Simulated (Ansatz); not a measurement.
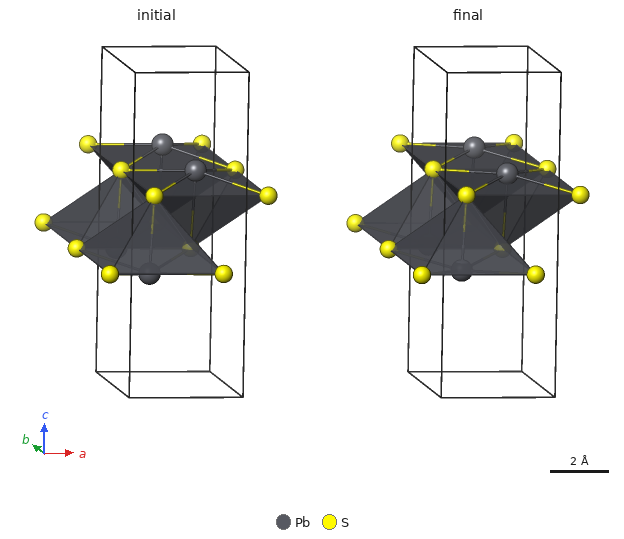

The structure of a crystal of PbS (set up in C2/m) before (left) and after (right) a relaxation, at one scale.

A polyhedral model of the cell of the calculation, repeated 1 × 2 × 1 with one cell outlined, seen slightly off an axis.

Theory: DFT, r2SCAN, plane-wave PAW, default files, scalar-relativistic (Ansatz). Settings: plane-wave cutoff 500 eV; k-point mesh 8 × 8 × 3; occupations fermi dirac; smearing width 0.01 eV; no spin polarisation; atoms relaxed in a fixed cell; force threshold 0.02 eV/Å; at most 60 steps.

Describe what moved and what it gained.

The largest moves, 0.11 Å, are those of Pb atoms. Largest moves by element: Pb 0.11 Å, S 0.03 Å. The lattice vectors keep their values. Among the contacts that change: Pb–S 2.751 → 2.668 Å, Pb–S 2.975 → 2.957 Å, Pb–S 2.934 → 2.916 Å. Bond angles that change, for instance: Pb–S–Pb 162.9° → 168.2°, S–Pb–S 162.9° → 168.2°, S–Pb–S 81.3° → 84.1°. The space group stays C2/m (No. 12). After 3 accepted moves (4 points after the start) the energy has fallen by 58.6 meV per cell of the calculation. Largest force component: 0.56 eV/Å at the start, 0.01 eV/Å at the end. 1 step only repeated the SCF at the same geometry. The run took 2.9 min on 1 thread of Arm Neoverse V1 (shared host), peak memory 1.1 GiB.
